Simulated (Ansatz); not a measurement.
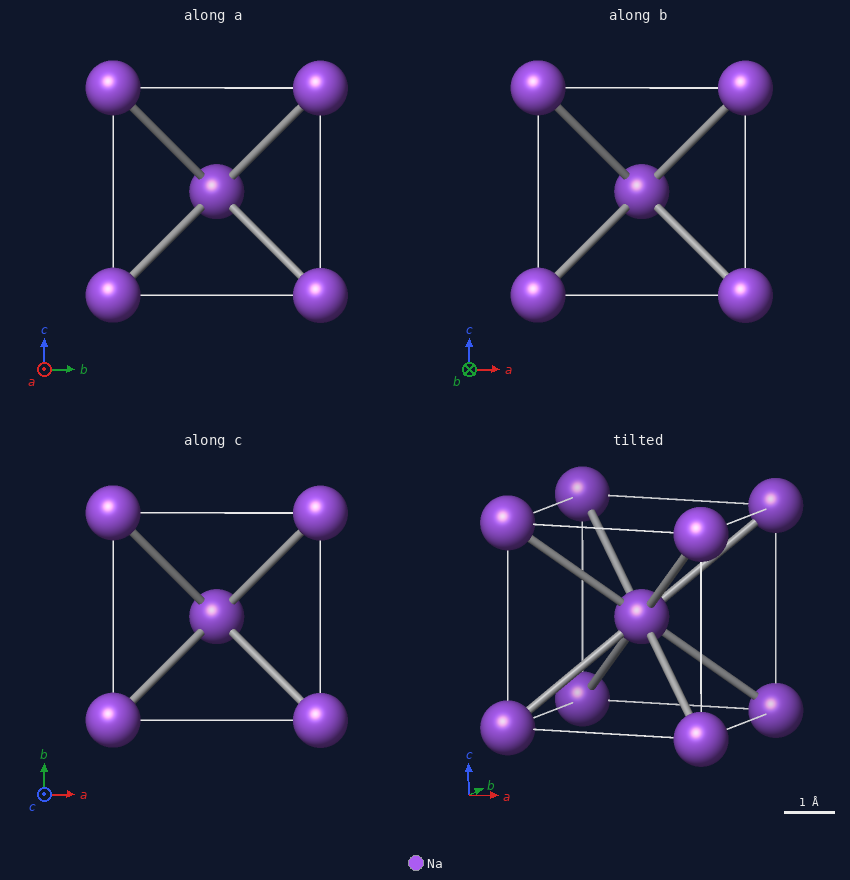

This ball-and-stick model is shown along the a axis, along the b axis, along the c axis and slightly off an axis. Lines trace the edges of the drawn cell (a repeat of the simulation cell).

Lattice parameters: a = 4.170 Å, b = 4.170 Å, c = 4.170 Å, α = 90.07°, β = 90.07°, γ = 90.07°. Put a along x and b in the xy plane.

**Express the structure as a POSCAR file.**

```
Na
1.0
     4.170    0.000    0.000
    -0.005    4.170    0.000
    -0.005   -0.005    4.170
Na
2
Direct
  0.0000 0.0000 0.0000
  0.5000 0.5000 0.5000
```

The structure comes from a structure type filled with this element by a generator (whether the element takes this form wasn't checked). The final geometry of a relaxation with DFT PBEsol, scalar-relativistic, plane waves, PAW (Ansatz 0.2.0) is shown.
